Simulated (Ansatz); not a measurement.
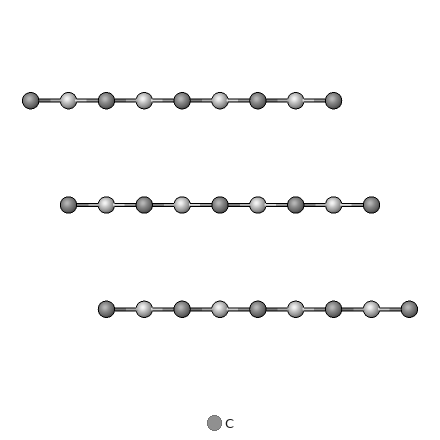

The system is Si on a C(010) slab cut from the Fmmm phase, its upper half relaxed before the scan (12 atoms of substrate and one adsorbate in a 2 × 1 cell); the picture shows it without the atoms that are moved over the map. Si is moved over the surface cell at a fixed height above a rigid substrate; the origin of the map has the adsorbate above C11; the height is held at 2.80 Å. Places are given modulo a cell vector. The map is drawn in real space over the plane of the surface. The scan uses a 6 × 8 grid; 23 points were computed and 19 follow by symmetry. At 6 points there is no value. Places are given in fractions of the 1 × 1 surface cell. Energies: eV, counted from the lowest grid point. Energies and slopes of some neighbouring points disagree (a jump in structure or state, or too coarse a mesh). The magnetic moment jumps between some neighbouring points. At a fixed height the lowest place need not be the adsorption site. All numbers below come from DFT PBE+D3(BJ), scalar-relativistic, plane waves, PAW (Ansatz 0.2.0). Settings: cutoff 420 eV, k-mesh 6×8×1, gaussian smearing 0.05 eV, spin-polarised.

Range: position of Si13 along the first surface vector from 0.000 to 0.833; position of Si13 along the second surface vector from 0.000 to 0.875.

> What landscape does the calculation give?

The lowest grid point is at the top site over a surface C atom, (0/6, 0/8) of the cell vectors. The highest grid point, the trough between two rows of top atoms, (0/6, 4/8) of the cell vectors, lies 0.81 eV above the lowest. At the lowest point the adsorbate has 1 C at 2.80 Å as nearest neighbours, at the highest 2 C at 3.33 Å.

```csv
"second ↓, first →",0/6,1/6,2/6,3/6,4/6,5/6
7/8,0.21,–,0.25,0.24,0.15,0.09
6/8,0.48,0.52,0.42,0.37,0.43,0.32
5/8,0.68,–,0.65,–,0.57,0.61
4/8,0.81,0.78,0.73,0.70,0.73,0.78
3/8,0.68,0.61,0.57,–,0.65,–
2/8,0.48,0.32,0.43,0.37,0.42,0.52
1/8,0.21,0.09,0.15,0.24,0.25,–
0/8,0.00,0.12,0.14,0.15,0.14,0.12
```

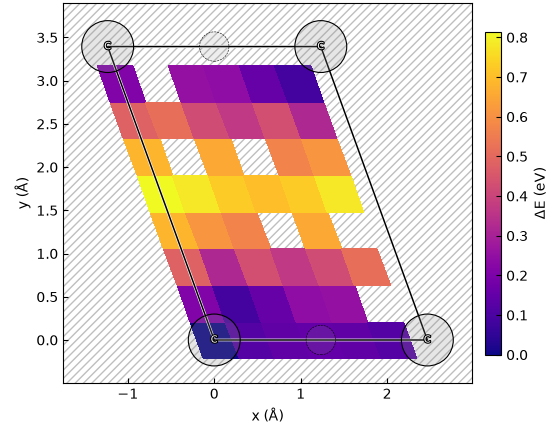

The picture shows one coloured cell a grid point, labelled circles for the atoms of the top layer and small ones for the second layer, the outline of one cell of the plane, hatched blanks where no value was computed.

Time for the 23 points that were run: 48 min on 2 threads of Intel(R) Xeon(R) Platinum 8488C (Sapphire Rapids) (shared host).

PAW datasets: the set soft_1.
